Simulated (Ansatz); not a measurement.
# NiSi2/ZnS/CoSi2: predicting the conductance of a thicker barrier

Set-up. Ansatz 0.2.0, plane waves with PAW datasets, PBE. Interfaces are relaxed in a short slab (with D3(BJ) where the barrier is layered), set between ideal electrode layers that go on as semi-infinite leads, and the zero-bias conductance G at 300 K comes from T(E) on a typed mesh. The error is the largest of the program's estimates from energy step, mesh, the leads' potential steps and neutrality; its separate bound for narrow resonances between the energies solved isn't counted and can be far larger. The lower electrode is NiSi2 (fluorite 111), the upper CoSi2 (fluorite 111) and the barrier ZnS (wurtzite 0001), on a net of side 3.84 Å; d is the distance between the electrodes' last planes.

The runs shown:

| planes in the barrier | d (Å) | G (S/m²) | error (%) | lead step (meV) |
| --- | --- | --- | --- | --- |
| 4 | 8.83 | 1.19e13 | 20 | 10 |
| 8 | 15.17 | 3.27e11 | 19 | 10 |

Task: A further run has 12 planes, d = 21.50 Å. Fit G ∝ exp(−βd) to the rows shown and predict its conductance.

**Worked fit.** Through two points, β = ln(1.19e13 / 3.27e11) / (15.17 − 8.83) = 3.60 / 6.34 = 0.567 Å⁻¹. From the last point shown, G = 3.27e11 × exp(−0.567 × 6.33) = 9.02e9 S/m².

Check: The run gave 1.53e10 S/m², with an error estimate of 25 % and a lead step of 10 meV. The prediction is 0.59 times that, too low by 41 %. That lies within the runs' own error estimates, carried through the fit.

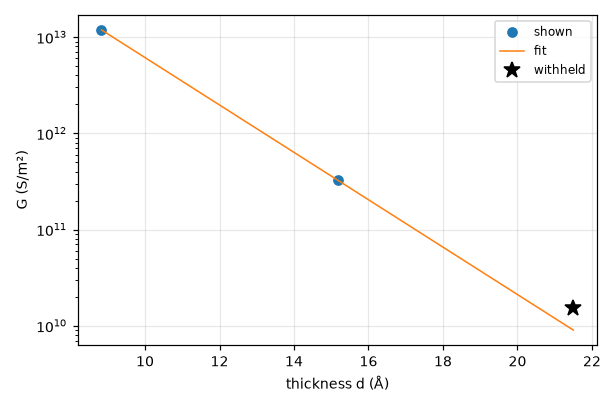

Fit and withheld run.

**Limits.** The interfaces are ideal, one cell wide, strained to a common net and relaxed from one registry with their symmetry kept. PBE's gaps are too small, so true decay constants are likely larger where the Fermi level lies deep in a gap. No spin-orbit coupling, phonons, disorder or image charges enter. The rows shown are chosen by tests on error estimates (under 100 to 120 %), lead steps (under 150 meV, though the program warns over 25), intact interfaces and, for fits, a steady trend in the rows shown; the data set holds 414 series of this kind, and not all pass.
